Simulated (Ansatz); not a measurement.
## Pt: geometry relaxation (part 2 of 2)

The same run, continued: Pt (slab, 16 atoms in the cell); DFT PBE, scalar-relativistic, plane waves, PAW, no spin polarisation (Ansatz 0.2.0); cutoff 420 eV, 6×6×1 k-mesh, Gaussian smearing of 0.1 eV. The structure derives from an entry of the Crystallography Open Database. The input holds or restrains some coordinates.

Geometry of the input (Å; fractional positions):
```
5.6146  0.0000  0.0000
-2.8073  4.8624  0.0000
0.0000  0.0000  23.8764
Pt 0.3333  0.1667  0.3560
Pt 0.3333  0.6667  0.3560
Pt 0.8333  0.1667  0.3560
Pt 0.8333  0.6667  0.3560
Pt 0.6667  0.3333  0.4520
Pt 0.6667  0.8333  0.4520
Pt 0.1667  0.3333  0.4520
Pt 0.1667  0.8333  0.4520
Pt 0.0000  0.5000  0.5480
Pt 0.0000  0.0000  0.5480
Pt 0.5000  0.5000  0.5480
Pt 0.5000  0.0000  0.5480
Pt 0.3333  0.6667  0.6440
Pt 0.3333  0.1667  0.6440
Pt 0.8333  0.6667  0.6440
Pt 0.8333  0.1667  0.6440
```

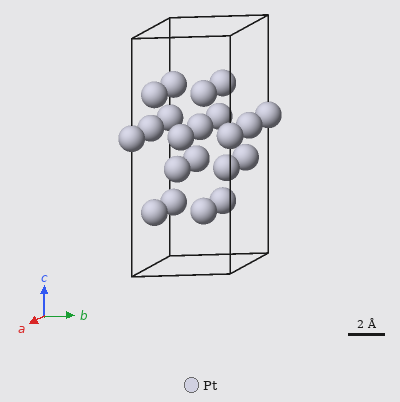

**Figure 1.** The geometry at step 2 of the log (spheres-only view of the cell of the calculation, with the vacuum cut short, seen slightly off an axis).

**Output, continued**
```
relax step   3: F+E_penalty+E_count = -200363.37450325 eV  Δ(F+E_penalty+E_count) = -9.209e-3 eV  max|allowed force component| = 1.122e-2 eV/Å  Δτ_max = 0.0283 Å  (10 SCF iters, accepted)
SCF converged after 10 iterations
Free energy (F): -200363.374503 eV
Harris-Foulkes:  -200363.374503 eV  (|F-HF|=6.96e-9)
Internal energy: -200363.244011 eV  (E = F + TS)
E sigma→0 (E₀):  -200363.309257 eV
Entropy (-TS):   -0.130492 eV (-8.156 meV/atom)
Fermi energy:    4.997485 eV
Dipole field:    D = -0.000172 V/Å  (p = -0.000619 e·Å, saw-weighted, corrected)
Work function:   Φ+ = 5.7154 eV   Φ− = 5.7113 eV
Levels:          The Fermi level and band energies are counted from a zero that moves with the ramp; work functions are not
--- Per-component energies (eV) ---
  E_band       = -7220.836129
  E_kinetic    = 10175.936500
  E_local      = -452512.992819  (includes V_loc(G=0)·N_el)
  E_nonlocal   = 3200.974234
  E_hartree    = 220677.696202
  E_xc         = -4173.798197
  E_vxc        = -4824.954872  (∫ρ·V_xc dr)
  E_paw        = -151263.383380  (= ΣΔE_a)
  E_vpaw       = -4615.165477  (= ΣTr[D̂ρ^β])
  E_aug_tail   = 0.003260  (compensation charges beyond the density's cutoff)
  E_efield     = 0.000000  (sawtooth field / dipole correction)
  E_vefield    = -0.000608  (∫n·V_field dr)
  E_ewald      = 173532.320189
  E_smearing   = -0.130492  (= −TS)
  E_closure    = -0.000000  (closes the sum)
  Σ components = -200363.374503   (vs F -200363.374503, Δ=0.00e0)
--- Forces (eV/Å), atoms counted from 1 ---
  atom   1  Pt    -0.00000000     0.00000000    -0.04745985
  atom   2  Pt    -0.00000000     0.00000000    -0.04745985
  atom   3  Pt    -0.00000000    -0.00000000    -0.04745985
  atom   4  Pt    -0.00000000    -0.00000000    -0.04745985
  atom   5  Pt     0.00000000     0.00000000     0.03428899
  atom   6  Pt     0.00000000     0.00000000     0.03428899
  atom   7  Pt     0.00000000     0.00000000     0.03428899
  atom   8  Pt     0.00000000     0.00000000     0.03428899
  atom   9  Pt    -0.00000000    -0.00000000     0.01122273
  atom  10  Pt    -0.00000000    -0.00000000     0.01122273
  atom  11  Pt    -0.00000000    -0.00000000     0.01122273
  atom  12  Pt    -0.00000000    -0.00000000     0.01122273
  atom  13  Pt    -0.00000000    -0.00000000     0.00196958
  atom  14  Pt    -0.00000000    -0.00000000     0.00196958
  atom  15  Pt    -0.00000000    -0.00000000     0.00196958
  atom  16  Pt    -0.00000000    -0.00000000     0.00196958
  max |Σ_I F_I| component: 8.58e-5 eV/Å
--- Band table (eV; the first three rows and the last of 7) ---
  k-point 0: bands = ["-93.3860", "-93.3695", "-93.3628", "-93.3628", "-93.3628", "-93.3557", "-93.3557", "-93.3557", "-92.8949", "-92.8857", "-92.8764", "-92.8764", "-92.8764", "-92.8672", "-92.8672", "-92.8672", "-47.7844", "-47.7844", "-47.7844", "-47.7625", "-47.7625", "-47.7625", "-47.7465", "-47.6052", "-47.6052", "-47.6052", "-47.5459", "-47.5459", "-47.5459", "-47.5410", "-47.5410", "-47.5410", "-47.5273", "-47.4875", "-47.4875", "-47.4875", "-47.4523", "-47.4523", "-47.4180", "-47.4180",
      "-47.3491", "-47.3491", "-47.3491", "-47.3409", "-47.3409", "-47.3409", "-47.1276", "-47.1276", "-47.1276", "-47.1190", "-47.1190", "-47.1190", "-47.0505", "-47.0505", "-47.0418", "-47.0418", "-46.8986", "-46.8869", "-46.8687", "-46.8687", "-46.8687", "-46.8576", "-46.8576", "-46.8576", "-4.3044", "-2.9554", "-1.8303", "-1.7746", "-1.5586", "-1.5586", "-1.5586", "-1.3944", "-1.3944", "-1.3944", "-0.9577", "-0.9577", "-0.9577", "-0.6440", "-0.6440", "-0.6440",
      "-0.5553", "-0.5553", "-0.5553", "0.2209", "0.2209", "0.2209", "1.2129", "1.2129", "1.2129", "1.3360", "1.3360", "1.3360", "1.3846", "1.4969", "1.4969", "1.5288", "1.5937", "1.5937", "1.7305", "1.7305", "1.7305", "2.0430", "2.0430", "2.1426", "2.1426", "2.3713", "2.4068", "2.4068", "2.4068", "2.8778", "2.8778", "2.8778", "2.9871", "2.9871", "2.9871", "3.4815", "3.4815", "3.8263", "3.8263", "4.0935",
      "4.0935", "4.0935", "4.3006", "4.3006", "4.3006", "4.5330", "4.5330", "4.6856", "4.8118", "4.8118", "4.8118", "4.8878", "4.8878", "4.8878", "4.9970", "4.9970", "5.0670", "5.0670", "5.0670", "5.2546", "5.2546", "5.2546", "5.5343", "5.5343", "5.5343", "5.5661", "5.5661", "5.5661", "5.7304", "5.9820", "5.9820", "5.9820", "7.4005", "7.4005", "7.4005", "7.7013", "7.7013", "7.7013", "8.0122", "8.0122",
      "8.0122", "10.4801", "10.4953", "10.7996", "10.7996", "10.7996", "10.9286", "10.9286", "10.9286", "11.4525", "11.4525", "11.4525", "11.5244"]
  k-point 1: bands = ["-93.3845", "-93.3685", "-93.3646", "-93.3628", "-93.3628", "-93.3564", "-93.3557", "-93.3557", "-92.8937", "-92.8845", "-92.8777", "-92.8764", "-92.8764", "-92.8685", "-92.8672", "-92.8672", "-47.7730", "-47.7730", "-47.7642", "-47.7521", "-47.7521", "-47.7458", "-47.7408", "-47.6116", "-47.6051", "-47.6051", "-47.5629", "-47.5629", "-47.5384", "-47.5352", "-47.5335", "-47.5335", "-47.5328", "-47.4993", "-47.4993", "-47.4827", "-47.4683", "-47.4584", "-47.4392", "-47.4225",
      "-47.3388", "-47.3388", "-47.3306", "-47.3305", "-47.3305", "-47.3219", "-47.1390", "-47.1390", "-47.1304", "-47.1304", "-47.1225", "-47.1138", "-47.0714", "-47.0627", "-47.0557", "-47.0470", "-46.8964", "-46.8849", "-46.8706", "-46.8686", "-46.8686", "-46.8595", "-46.8575", "-46.8575", "-4.0690", "-2.7246", "-1.5939", "-1.5754", "-1.5560", "-1.3983", "-1.3983", "-1.3187", "-1.2228", "-1.2228", "-0.8505", "-0.8364", "-0.8364", "-0.6458", "-0.4764", "-0.4764",
      "-0.4440", "-0.3464", "-0.3464", "0.2863", "0.2863", "0.2973", "1.0753", "1.0753", "1.1870", "1.2214", "1.2892", "1.3771", "1.4245", "1.4245", "1.4647", "1.6685", "1.7215", "1.7777", "1.7777", "1.7796", "1.7860", "1.9153", "2.0100", "2.1598", "2.1963", "2.2120", "2.2120", "2.2661", "2.3060", "2.4801", "2.4801", "2.7981", "2.9046", "3.1110", "3.1110", "3.3471", "3.3696", "3.7343", "3.8508", "3.8681",
      "3.8681", "3.9898", "4.0057", "4.0071", "4.0071", "4.0605", "4.2113", "4.2113", "4.4124", "4.4375", "4.5280", "4.6592", "4.6592", "4.7562", "4.8053", "4.8053", "4.8217", "4.9004", "4.9004", "4.9042", "5.0088", "5.0813", "5.1116", "5.1116", "5.2457", "5.3267", "5.3267", "5.3317", "5.5508", "5.6680", "6.5656", "6.5656", "6.7686", "6.8069", "7.2356", "7.2356", "7.9627", "7.9627", "9.2035", "9.2214",
      "9.2214", "10.6268", "10.6797", "10.7781", "10.7781", "10.9294", "11.0706", "11.0706", "11.7061", "11.7409", "11.8758", "11.8758", "12.2918"]
  k-point 2: bands = ["-93.3805", "-93.3690", "-93.3658", "-93.3628", "-93.3628", "-93.3587", "-93.3557", "-93.3557", "-92.8903", "-92.8811", "-92.8811", "-92.8764", "-92.8764", "-92.8718", "-92.8672", "-92.8672", "-47.7448", "-47.7448", "-47.7276", "-47.7276", "-47.7258", "-47.7167", "-47.7040", "-47.6149", "-47.6149", "-47.6127", "-47.5790", "-47.5790", "-47.5637", "-47.5372", "-47.5372", "-47.5241", "-47.5209", "-47.5209", "-47.5193", "-47.5008", "-47.4919", "-47.4750", "-47.4698", "-47.4350",
      "-47.3133", "-47.3133", "-47.3050", "-47.3050", "-47.2782", "-47.2692", "-47.1667", "-47.1667", "-47.1581", "-47.1581", "-47.1279", "-47.1193", "-47.1084", "-47.0998", "-47.0699", "-47.0612", "-46.8905", "-46.8795", "-46.8758", "-46.8684", "-46.8684", "-46.8648", "-46.8573", "-46.8573", "-3.4110", "-2.1090", "-1.8000", "-1.2043", "-1.0317", "-0.9850", "-0.9850", "-0.9467", "-0.8299", "-0.8299", "-0.6961", "-0.4704", "-0.4440", "-0.4440", "-0.2060", "-0.1216",
      "-0.1216", "0.1922", "0.1922", "0.4791", "0.4791", "0.5107", "0.7067", "0.8401", "0.8401", "0.9798", "1.0664", "1.3128", "1.3665", "1.3665", "1.5037", "1.6613", "1.6613", "1.6639", "1.7298", "1.7597", "1.8958", "1.9166", "1.9166", "1.9323", "1.9994", "2.1547", "2.1742", "2.1934", "2.1934", "2.3828", "2.5966", "2.7632", "2.7734", "2.7734", "2.9391", "2.9460", "2.9525", "2.9525", "2.9613", "3.1367",
      "3.1367", "3.1846", "3.2491", "3.2952", "3.6567", "3.7236", "3.7236", "3.7284", "3.8554", "3.9810", "3.9810", "3.9817", "4.1196", "4.1196", "4.1959", "4.2178", "4.4140", "4.5124", "4.5248", "4.6452", "4.7297", "4.7297", "4.7608", "5.0238", "5.0238", "5.0367", "5.1127", "5.3035", "5.3035", "5.9227", "6.5048", "6.8845", "6.8845", "7.3935", "7.3935", "8.2332", "8.2752", "8.4923", "8.4923", "10.4064",
      "10.4064", "10.9806", "10.9806", "11.0222", "11.0474", "11.2340", "11.9473", "11.9473", "12.2494", "12.6506", "12.6805", "12.9757", "12.9757"]
  k-point 6: bands = ["-93.3720", "-93.3720", "-93.3720", "-93.3604", "-93.3604", "-93.3604", "-93.3594", "-93.3545", "-92.8834", "-92.8834", "-92.8834", "-92.8742", "-92.8742", "-92.8742", "-92.8741", "-92.8649", "-47.7034", "-47.7034", "-47.7034", "-47.6958", "-47.6945", "-47.6926", "-47.6487", "-47.6487", "-47.6487", "-47.6265", "-47.5992", "-47.5992", "-47.5992", "-47.5533", "-47.5484", "-47.5161", "-47.5161", "-47.5161", "-47.5111", "-47.5111", "-47.5111", "-47.4794", "-47.4794", "-47.4794",
      "-47.2685", "-47.2611", "-47.2592", "-47.2523", "-47.2271", "-47.2271", "-47.2271", "-47.2184", "-47.2184", "-47.2184", "-47.1135", "-47.1135", "-47.1135", "-47.1048", "-47.1048", "-47.1048", "-46.8793", "-46.8793", "-46.8793", "-46.8684", "-46.8684", "-46.8684", "-46.8646", "-46.8535", "-1.9679", "-1.9679", "-1.9679", "-0.9985", "-0.9985", "-0.9985", "-0.2312", "-0.2276", "-0.1773", "-0.1435", "-0.1435", "-0.1435", "-0.0358", "-0.0358", "-0.0358", "0.2878",
      "0.2878", "0.2878", "0.4186", "0.4361", "0.5621", "0.5621", "0.5621", "0.6464", "0.7437", "0.7544", "0.7544", "0.7544", "1.1477", "1.1477", "1.1477", "1.4280", "1.4280", "1.4280", "1.4394", "1.4394", "1.4394", "1.4882", "1.4950", "1.7205", "1.7205", "1.7205", "2.1880", "2.1954", "2.2491", "2.2582", "2.2950", "2.2950", "2.2950", "2.4498", "2.4498", "2.4498", "2.8871", "2.8871", "2.8871", "3.0712",
      "3.0712", "3.0712", "3.1102", "3.4572", "3.4592", "3.4592", "3.4592", "3.4632", "3.9598", "3.9598", "3.9598", "4.2148", "4.2148", "4.2148", "4.3418", "4.3418", "4.3418", "4.3782", "4.5031", "4.5031", "4.5031", "4.6184", "4.6184", "4.6184", "4.7386", "4.7439", "4.7448", "4.8123", "4.8123", "4.8123", "5.8389", "5.8389", "5.8389", "7.9186", "7.9186", "7.9186", "9.7316", "9.7938", "9.7944", "10.5311",
      "10.5385", "10.5385", "10.5385", "11.6766", "11.6786", "12.1303", "12.1303", "12.1303", "12.3808", "12.7107", "12.7107", "12.7107", "13.5347"]
--- Relaxed structure (3 steps of the walk, 2 accepted, 0 SCFs on fresh bases) ---
  F+E_penalty+E_count = -200363.37450325 eV   max|allowed force component| = 1.122e-2 eV/Å
  atoms:
    - { symbol: Pt, position: [0.33333333333333337, 0.16666666666666669, 0.35599948420000005] }
    - { symbol: Pt, position: [0.33333333333333337, 0.6666666666666667, 0.35599948420000005] }
    - { symbol: Pt, position: [0.8333333333333334, 0.16666666666666666, 0.35599948420000005] }
    - { symbol: Pt, position: [0.8333333333333335, 0.6666666666666667, 0.35599948420000005] }
    - { symbol: Pt, position: [0.6666666666666667, 0.33333333333333337, 0.45199982810000006] }
    - { symbol: Pt, position: [0.6666666666666666, 0.8333333333333333, 0.45199982810000006] }
    - { symbol: Pt, position: [0.16666666666666666, 0.3333333333333334, 0.45199982810000006] }
    - { symbol: Pt, position: [0.16666666666666657, 0.8333333333333333, 0.45199982810000006] }
    - { symbol: Pt, position: [0.0, 0.5, 0.5468141856752055] }
    - { symbol: Pt, position: [5.222471627622747e-18, 1.0221694203048899e-17, 0.5468141856752055] }
    - { symbol: Pt, position: [0.5, 0.5, 0.5468141856752055] }
    - { symbol: Pt, position: [0.5, 1.0221694203222172e-17, 0.5468141856752055] }
    - { symbol: Pt, position: [0.33333333333333337, 0.6666666666666667, 0.6431297465515203] }
    - { symbol: Pt, position: [0.33333333333333337, 0.16666666666666669, 0.6431297465515203] }
    - { symbol: Pt, position: [0.8333333333333335, 0.6666666666666667, 0.6431297465515203] }
    - { symbol: Pt, position: [0.8333333333333334, 0.16666666666666666, 0.6431297465515203] }
```

**Trajectory as extended XYZ (Å, eV, eV/Å), 3 frames, from step=1 to step=3**
```
16
Lattice="5.6146 0.0000 0.0000 -2.8073 4.8624 0.0000 0.0000 0.0000 23.8764" Properties=species:S:1:pos:R:3:forces:R:3 step=1 energy=-200363.36529
Pt    1.4036    0.8104    8.5000    0.0000   0.0000  -0.0518
Pt    0.0000    3.2416    8.5000    0.0000   0.0000  -0.0518
Pt    4.2109    0.8104    8.5000    0.0000   0.0000  -0.0518
Pt    2.8073    3.2416    8.5000    0.0000   0.0000  -0.0518
Pt    2.8073    1.6208   10.7921    0.0000   0.0000   0.2104
Pt    1.4036    4.0520   10.7921    0.0000   0.0000   0.2104
Pt    0.0000    1.6208   10.7921    0.0000   0.0000   0.2104
Pt   -1.4036    4.0520   10.7921    0.0000   0.0000   0.2104
Pt   -1.4036    2.4312   13.0843    0.0000   0.0000  -0.2104
Pt    0.0000    0.0000   13.0843    0.0000   0.0000  -0.2104
Pt    1.4036    2.4312   13.0843    0.0000   0.0000  -0.2104
Pt    2.8073    0.0000   13.0843    0.0000   0.0000  -0.2104
Pt    0.0000    3.2416   15.3764    0.0000   0.0000   0.0517
Pt    1.4036    0.8104   15.3764    0.0000   0.0000   0.0517
Pt    2.8073    3.2416   15.3764    0.0000   0.0000   0.0517
Pt    4.2109    0.8104   15.3764    0.0000   0.0000   0.0517
16
Lattice="5.6146 0.0000 0.0000 -2.8073 4.8624 0.0000 0.0000 0.0000 23.8764" Properties=species:S:1:pos:R:3:forces:R:3 step=2 energy=-200363.35856 accepted=F
Pt    1.4036    0.8104    8.5000    0.0000   0.0000  -0.0411
Pt    0.0000    3.2416    8.5000    0.0000   0.0000  -0.0411
Pt    4.2109    0.8104    8.5000    0.0000   0.0000  -0.0411
Pt    2.8073    3.2416    8.5000    0.0000   0.0000  -0.0411
Pt    2.8073    1.6208   10.7921    0.0000   0.0000  -0.1737
Pt    1.4036    4.0520   10.7921    0.0000   0.0000  -0.1737
Pt    0.0000    1.6208   10.7921    0.0000   0.0000  -0.1737
Pt   -1.4036    4.0520   10.7921    0.0000   0.0000  -0.1737
Pt   -1.4036    2.4312   13.0259    0.0000   0.0000   0.3015
Pt    0.0000    0.0000   13.0259    0.0000   0.0000   0.3015
Pt    1.4036    2.4312   13.0259    0.0000   0.0000   0.3015
Pt    2.8073    0.0000   13.0259    0.0000   0.0000   0.3015
Pt    0.0000    3.2416   15.3397    0.0000   0.0000  -0.0870
Pt    1.4036    0.8104   15.3397    0.0000   0.0000  -0.0870
Pt    2.8073    3.2416   15.3397    0.0000   0.0000  -0.0870
Pt    4.2109    0.8104   15.3397    0.0000   0.0000  -0.0870
16
Lattice="5.6146 0.0000 0.0000 -2.8073 4.8624 0.0000 0.0000 0.0000 23.8764" Properties=species:S:1:pos:R:3:forces:R:3 step=3 energy=-200363.37450
Pt    1.4036    0.8104    8.5000    0.0000   0.0000  -0.0475
Pt    0.0000    3.2416    8.5000    0.0000   0.0000  -0.0475
Pt    4.2109    0.8104    8.5000    0.0000   0.0000  -0.0475
Pt    2.8073    3.2416    8.5000    0.0000   0.0000  -0.0475
Pt    2.8073    1.6208   10.7921    0.0000   0.0000   0.0343
Pt    1.4036    4.0520   10.7921    0.0000   0.0000   0.0343
Pt    0.0000    1.6208   10.7921    0.0000   0.0000   0.0343
Pt   -1.4036    4.0520   10.7921    0.0000   0.0000   0.0343
Pt   -1.4036    2.4312   13.0560    0.0000   0.0000   0.0112
Pt    0.0000    0.0000   13.0560    0.0000   0.0000   0.0112
Pt    1.4036    2.4312   13.0560    0.0000   0.0000   0.0112
Pt    2.8073    0.0000   13.0560    0.0000   0.0000   0.0112
Pt    0.0000    3.2416   15.3556    0.0000   0.0000   0.0020
Pt    1.4036    0.8104   15.3556    0.0000   0.0000   0.0020
Pt    2.8073    3.2416   15.3556    0.0000   0.0000   0.0020
Pt    4.2109    0.8104   15.3556    0.0000   0.0000   0.0020
```

**Key numbers**

- outcome: converged under the restraints of the input
- electrons treated: 288
- free energy: −200363.3745 eV
- work function, top face: 5.72 eV
- work function, bottom face: 5.71 eV
- Fermi energy: 4.997 eV
- gap on the k-point mesh: none (metallic)
- final volume: 651.83 Å³
- work function (upper face): 5.72 eV
- largest force (length of the vector) at the end, held atoms and coordinates included: 0.047 eV/Å
- hardware: 4 threads of Arm Neoverse V2, 24 GiB of memory available, shared host
- wall time: 67 s (CPU time 4.4 min)
- peak memory: 2.4 GiB

Spin–orbit coupling is left out, which matters for Pt.
